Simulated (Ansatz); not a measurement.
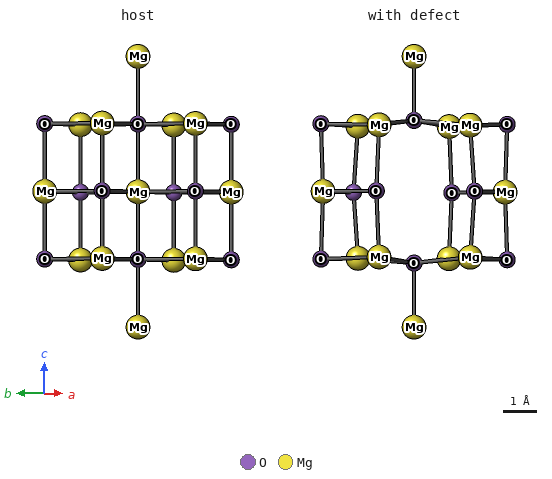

Left: perfect MgO. Right: the same region with one point defect, after relaxing the atoms in a supercell of 64 sites. Style: ball-and-stick. Shown: the atoms within 4.6 Å of one point, in a slice 4.2 Å thick across the line of sight, from a free direction.

Computed with DFT, PBEsol, PAW, plane waves (Ansatz). Settings: plane-wave cutoff 420 eV; k-point mesh 1 × 1 × 1; mesh shifted by (0.25, 0.25, 0.25); no spin polarisation. Fermi-Dirac smearing of 0.01 eV. The axes drawn are those of the host's conventional cell.

Which defect is it?

Answer. A magnesium atom is taken out (a vacancy).

The charge state of the cell is 0.

What does the relaxation do around it?

Answer. Around the empty Mg site the host had 6 O at 2.11 Å; after relaxation the nearest atoms are 6 O at 2.22 Å. Of the host's atoms, an oxygen atom moves furthest from its site, by 0.11 Å.

Limits of the set-up: the periodic images lie only 8.4 Å apart, so the values are limited by the cell's size.
